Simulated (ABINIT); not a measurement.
# TiB2: geometry relaxation (part 1 of 3)

System: TiB2 (P6/mmm, 3 atoms in the cell).
Method: Kohn-Sham DFT of a periodic cell, LDA, HGH LDA, no spin polarisation (ABINIT 10.8.3).

The structure derives from an entry of the Crystallography Open Database.

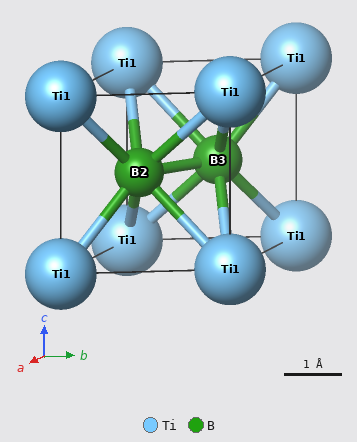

**Figure 1.** The structure as given in the input (ball-and-stick view of the cell of the calculation, seen slightly off an axis; atoms are numbered from 1 in the order of the input). An atom can appear more than once, as a periodic image.

Key numbers

| quantity | value |
| --- | --- |
| outcome | converged |
| space group (tolerance 0.01 Å) | P6/mmm (191) |
| electrons treated | 10 |
| free energy | −255.3531 eV |
| Fermi energy | 10.185 eV |
| gap on the k-point mesh | none (metallic) |
| pressure | 0.00 GPa |
| final volume | 24.02 Å³ |
| largest force (length of the vector) at the end | under 0.001 eV/Å |
| final cell | a = 2.979 Å, b = 2.979 Å, c = 3.126 Å, α = 90.00°, β = 90.00°, γ = 120.00° |
| hardware | 4 threads of AMD EPYC (Zen 3), 192 GiB of memory available, shared host |
| wall time | 36 s (CPU time 2.4 min) |
| peak memory | 0.28 GiB |

Input
```
pp_dirpath "./"
pseudos "Ti.hgh, B.hgh"

acell 3.0292 3.0292 3.2284 Angstrom
rprim
     1.0000000000     0.0000000000     0.0000000000
    -0.5000000000     0.8660254038     0.0000000000
     0.0000000000     0.0000000000     1.0000000000
ntypat 2
znucl 22 5
natom 3
typat 1 2 2
chkprim 0
chksymtnons 0
tolsym 1.0e-6
xred
            0.0            0.0            0.0
            2/3            1/3            1/2
            1/3            2/3            1/2

ecut 38.0
ecutsm 0.5

kptopt 1
ngkpt 8 8 6
nshiftk 1
shiftk 0.0 0.0 0.0

ixc 7

nband 9
occopt 3
tsmear 0.05 eV

nstep 80
tolvrs 1.0e-12

iomode 3
prteig 0
prtebands 0
prtwf 0
prtden 0

ionmov 2
optcell 2
ntime 50
tolmxf 2.0e-5
dilatmx 1.08
```

Launched with:
```bash
mpirun --bind-to none -np 4 abinit run.abi > log 2>&1
```

The program's output
```
.Version 10.8.3 of ABINIT
 Symmetries : space group P6/m m m (#191); Bravais hP (primitive hexag.)
================================================================================
 Values of the parameters that define the memory need of the present run
     intxc =       0    ionmov =       2      iscf =       7    lmnmax =       6
     lnmax =       6     mgfft =      40  mpssoang =       3    mqgrid =    3001
     natom =       3  nloc_mem =       1    nspden =       1   nspinor =       1
    nsppol =       1      nsym =      24    n1xccc =       0    ntypat =       2
    occopt =       3   xclevel =       1
       mpw =        2472          nfft =       51840          nkpt =          40
================================================================================
================================================================================

--------------------------------------------------------------------------------
------------- Echo of variables that govern the present computation ------------
--------------------------------------------------------------------------------
 -outvars: echo values of preprocessed input variables --------
            acell      5.7243583806E+00  5.7243583806E+00  6.1007918249E+00 Bohr
              amu      4.78800000E+01  1.08110000E+01
          chkprim           0
      chksymtnons           0
          dilatmx      1.08000000E+00
             ecut      3.80000000E+01 Hartree
           ecutsm      5.00000000E-01 Hartree
           ionmov           2
              ixc           7
         kptrlatt        8    0    0      0    8    0      0    0    6
          kptrlen      3.66047509E+01
            natom           3
            nband           9
            ngfft          36      36      40
             nkpt          40
            nstep          80
             nsym          24
            ntime          50
           ntypat           2
           occopt           3
          optcell           2
           prtden           0
        prtebands           0
           prteig           0
            prtwf           0
            rprim      1.0000000000E+00  0.0000000000E+00  0.0000000000E+00
                      -5.0000000000E-01  8.6602540380E-01  0.0000000000E+00
                       0.0000000000E+00  0.0000000000E+00  1.0000000000E+00
          spgroup         191
           tolmxf      2.00000000E-05
           tolsym      1.00000000E-06
           tolvrs      1.00000000E-12
           tsmear      1.83746611E-03 Hartree
            typat      1  2  2
           xangst      0.0000000000E+00  0.0000000000E+00  0.0000000000E+00
                       1.5146000000E+00  8.7445471773E-01  1.6142000000E+00
                      -5.6051459770E-17  1.7489094355E+00  1.6142000000E+00
            xcart      0.0000000000E+00  0.0000000000E+00  0.0000000000E+00
                       2.8621791903E+00  1.6524799260E+00  3.0503959124E+00
                      -1.0592190792E-16  3.3049598520E+00  3.0503959124E+00
             xred      0.0000000000E+00  0.0000000000E+00  0.0000000000E+00
                       6.6666666667E-01  3.3333333333E-01  5.0000000000E-01
                       3.3333333333E-01  6.6666666667E-01  5.0000000000E-01
            znucl       22.00000    5.00000

================================================================================

 chkinp: Checking input parameters for consistency.

================================================================================
== DATASET  1 ==================================================================

--- !DatasetInfo
iteration_state: {dtset: 1, }
dimensions: {natom: 3, nkpt: 40, mband: 9, nsppol: 1, nspinor: 1, nspden: 1, mpw: 2472, }
cutoff_energies: {ecut:  38.0, pawecutdg:  -1.0, }
electrons: {nelect:   1.00000000E+01, charge:   0.00000000E+00, occopt:   3.00000000E+00, tsmear:   1.83746611E-03, }
meta: {optdriver: 0, ionmov: 2, optcell: 2, iscf: 7, paral_kgb: 0, }
...

 Exchange-correlation functional for the present dataset will be:
  LDA: Perdew-Wang 92 LSD fit to Ceperley-Alder data - ixc=7
  J.P.Perdew and Y.Wang, PRB 45, 13244 (1992)

 Real(R)+Recip(G) space primitive vectors, cartesian coordinates (Bohr,Bohr^-1):
 R(1)=  5.7243584  0.0000000  0.0000000  G(1)=  0.1746921  0.1008585  0.0000000
 R(2)= -2.8621792  4.9574398  0.0000000  G(2)=  0.0000000  0.2017170  0.0000000
 R(3)=  0.0000000  0.0000000  6.1007918  G(3)=  0.0000000  0.0000000  0.1639131
 Unit cell volume ucvol=  1.7312926E+02 bohr^3
 Angles (23,13,12)=  9.00000000E+01  9.00000000E+01  1.20000000E+02 degrees

 getcut: wavevector=  0.0000  0.0000  0.0000  ngfft=  36  36  40
         ecut(hartree)=     44.323   => boxcut(ratio)=   2.09843

--- Pseudopotential description ------------------------------------------------
- pspini: atom type   1  psp file is ./Ti.hgh
  22.00000   4.00000     10605                znucl, zion, pspdat
    3    1    2    0      2001   0.00000      pspcod,pspxc,lmax,lloc,mmax,r2well

 pspatm : COMMENT -
  the projectors are not normalized,
  so that the KB energies are not consistent with
  definition in PRB44, 8503 (1991).
  However, this does not influence the results obtained hereafter.

- pspini: atom type   2  psp file is ./B.hgh
   5.00000   3.00000     10605                znucl, zion, pspdat
    3    1    1    0      2001   0.00000      pspcod,pspxc,lmax,lloc,mmax,r2well

 pspatm : COMMENT -
  the projectors are not normalized,
  so that the KB energies are not consistent with
  definition in PRB44, 8503 (1991).
  However, this does not influence the results obtained hereafter.

   1.19793111E+02                                ecore*ucvol(ha*bohr**3)
--------------------------------------------------------------------------------

================================================================================

=== [ionmov= 2] Broyden-Fletcher-Goldfarb-Shanno method (forces)
================================================================================

--- Iteration: ( 1/50) Internal Cycle: (1/1)
--------------------------------------------------------------------------------

---SELF-CONSISTENT-FIELD CONVERGENCE--------------------------------------------

--- !BeginCycle
iteration_state: {dtset: 1, itime: 1, icycle: 1, }
solver: {iscf: 7, nstep: 80, nline: 4, wfoptalg: 0, }
tolerances: {tolvrs: 1.00E-12, }
...

     iter   Etot(hartree)      deltaE(h)  residm     vres2
 ETOT  1  -9.2047154620357    -9.205E+00 9.615E-02 9.845E+02
 ETOT  2  -9.2134818092317    -8.766E-03 1.368E-01 1.073E+03
 ETOT  3  -9.3784277563271    -1.649E-01 2.271E-02 1.524E+01
 ETOT  4  -9.3808799289862    -2.452E-03 5.681E-03 5.875E-01
 ETOT  5  -9.3809776884233    -9.776E-05 1.628E-03 1.760E-02
 ETOT  6  -9.3809805552564    -2.867E-06 8.237E-04 9.050E-04
 ETOT  7  -9.3809807092017    -1.539E-07 7.091E-04 3.470E-07
 ETOT  8  -9.3809807093811    -1.794E-10 6.189E-04 8.136E-08
 ETOT  9  -9.3809807093969    -1.580E-11 4.486E-04 1.489E-11
 ETOT 10  -9.3809807093970    -1.030E-13 6.908E-04 5.671E-12
 ETOT 11  -9.3809807093971    -1.137E-13 7.943E-04 3.519E-13

 At SCF step   11       vres2   =  3.52E-13 < tolvrs=  1.00E-12 =>converged.

 Cartesian components of stress tensor (hartree/bohr^3)
  sigma(1 1)=  4.81190524E-04  sigma(3 2)=  0.00000000E+00
  sigma(2 2)=  4.81190524E-04  sigma(3 1)=  0.00000000E+00
  sigma(3 3)=  5.74982357E-04  sigma(2 1)=  0.00000000E+00

--- !ResultsGS
iteration_state: {dtset: 1, itime: 1, icycle: 1, }
comment   : Summary of ground state results
lattice_vectors:
- [  5.7243584,   0.0000000,   0.0000000, ]
- [ -2.8621792,   4.9574398,   0.0000000, ]
- [  0.0000000,   0.0000000,   6.1007918, ]
lattice_lengths: [   5.72436,    5.72436,    6.10079, ]
lattice_angles: [ 90.000,  90.000, 120.000, ] # degrees, (23, 13, 12)
lattice_volume:   1.7312926E+02
convergence: {deltae: -1.137E-13, res2:  3.519E-13, residm:  7.943E-04, diffor: null, }
etotal    :  -9.38098071E+00
entropy   :   0.00000000E+00
fermie    :   3.50509148E-01
cartesian_stress_tensor: # hartree/bohr^3
- [  4.81190524E-04,   0.00000000E+00,   0.00000000E+00, ]
- [  0.00000000E+00,   4.81190524E-04,   0.00000000E+00, ]
- [  0.00000000E+00,   0.00000000E+00,   5.74982357E-04, ]
pressure_GPa:  -1.5077E+01
xred      :
- [  0.0000E+00,   0.0000E+00,   0.0000E+00, Ti]
- [  6.6667E-01,   3.3333E-01,   5.0000E-01,  B]
- [  3.3333E-01,   6.6667E-01,   5.0000E-01,  B]
cartesian_forces: # hartree/bohr
- [ -1.56794587E-29,  -9.05253970E-30,  -0.00000000E+00, ]
- [  3.13589174E-29,   1.81050794E-29,  -0.00000000E+00, ]
- [ -1.56794587E-29,  -9.05253970E-30,  -0.00000000E+00, ]
force_length_stats: {min:   1.81050794E-29, max:   3.62101588E-29, mean:   2.41401059E-29, }
...

 Integrated electronic density in atomic spheres:
 ------------------------------------------------
 Atom  Sphere_radius  Integrated_density
    1        2.00000          1.87743911
    2        2.00000          2.81008742
    3        2.00000          2.81008742

---OUTPUT-----------------------------------------------------------------------

 Cartesian coordinates (xcart) [bohr]
  0.00000000000000E+00  0.00000000000000E+00  0.00000000000000E+00
  2.86217919029993E+00  1.65247992601830E+00  3.05039591244034E+00
 -1.05921907922466E-16  3.30495985203660E+00  3.05039591244034E+00
 Reduced coordinates (xred)
  0.00000000000000E+00  0.00000000000000E+00  0.00000000000000E+00
  6.66666666666667E-01  3.33333333333333E-01  5.00000000000000E-01
  3.33333333333333E-01  6.66666666666667E-01  5.00000000000000E-01
 Cartesian forces (fcart) [Ha/bohr]; max,rms= 3.13589E-29 1.47827E-29 (free atoms)
 -1.56794586928723E-29 -9.05253969691479E-30 -0.00000000000000E+00
  3.13589173857446E-29  1.81050793938296E-29 -0.00000000000000E+00
 -1.56794586928723E-29 -9.05253969691479E-30 -0.00000000000000E+00
 Gradient of E wrt nuclear positions in reduced coordinates (gred)
  8.97548407718129E-29 -9.05184564527242E-45  0.00000000000000E+00
 -1.79509681543626E-28  9.57662135728996E-45 -0.00000000000000E+00
  8.97548407718129E-29 -9.05184564527242E-45  0.00000000000000E+00
 Scale of Primitive Cell (acell) [bohr]
  5.72435838059985E+00  5.72435838059985E+00  6.10079182488068E+00
 Real space primitive translations (rprimd) [bohr]
  5.72435838059985E+00  0.00000000000000E+00  0.00000000000000E+00
 -2.86217919029993E+00  4.95743977805490E+00  0.00000000000000E+00
  0.00000000000000E+00  0.00000000000000E+00  6.10079182488068E+00
 Unitary Cell Volume (ucvol) [Bohr^3]=  1.73129258367641E+02
 Angles (23,13,12)= [degrees]
  9.00000000000000E+01  9.00000000000000E+01  1.19999999999554E+02
 Lengths [Bohr]
  5.72435838059985E+00  5.72435838067700E+00  6.10079182488068E+00
 Stress tensor in cartesian coordinates (strten) [Ha/bohr^3]
  4.81190524441991E-04  0.00000000000000E+00  0.00000000000000E+00
  0.00000000000000E+00  4.81190524281069E-04  0.00000000000000E+00
  0.00000000000000E+00  0.00000000000000E+00  5.74982357182270E-04
 Total energy (etotal) [Ha]= -9.38098070939714E+00

--- Iteration: ( 2/50) Internal Cycle: (1/1)
--------------------------------------------------------------------------------

---SELF-CONSISTENT-FIELD CONVERGENCE--------------------------------------------

--- !BeginCycle
iteration_state: {dtset: 1, itime: 2, icycle: 1, }
solver: {iscf: 7, nstep: 80, nline: 4, wfoptalg: 0, }
tolerances: {tolvrs: 1.00E-12, }
...

     iter   Etot(hartree)      deltaE(h)  residm     vres2
 ETOT  1  -9.3818209021845    -9.382E+00 1.593E+00 1.543E+01
 ETOT  2  -9.3820748366058    -2.539E-04 3.545E-03 1.105E+01
 ETOT  3  -9.3836809973808    -1.606E-03 4.930E-03 9.290E-02
 ETOT  4  -9.3836940546273    -1.306E-05 1.004E-03 1.513E-04
 ETOT  5  -9.3836940846470    -3.002E-08 5.892E-04 2.960E-06
 ETOT  6  -9.3836940851878    -5.408E-10 3.660E-04 4.053E-08
 ETOT  7  -9.3836940851945    -6.699E-12 2.060E-04 1.237E-09
 ETOT  8  -9.3836940851947    -2.487E-13 1.510E-04 2.727E-11
 ETOT  9  -9.3836940851948    -8.171E-14 8.374E-05 2.143E-13

 At SCF step    9       vres2   =  2.14E-13 < tolvrs=  1.00E-12 =>converged.

 Cartesian components of stress tensor (hartree/bohr^3)
  sigma(1 1)=  1.00593673E-04  sigma(3 2)=  0.00000000E+00
  sigma(2 2)=  1.00593672E-04  sigma(3 1)=  0.00000000E+00
  sigma(3 3)=  2.59307832E-04  sigma(2 1)=  0.00000000E+00
```
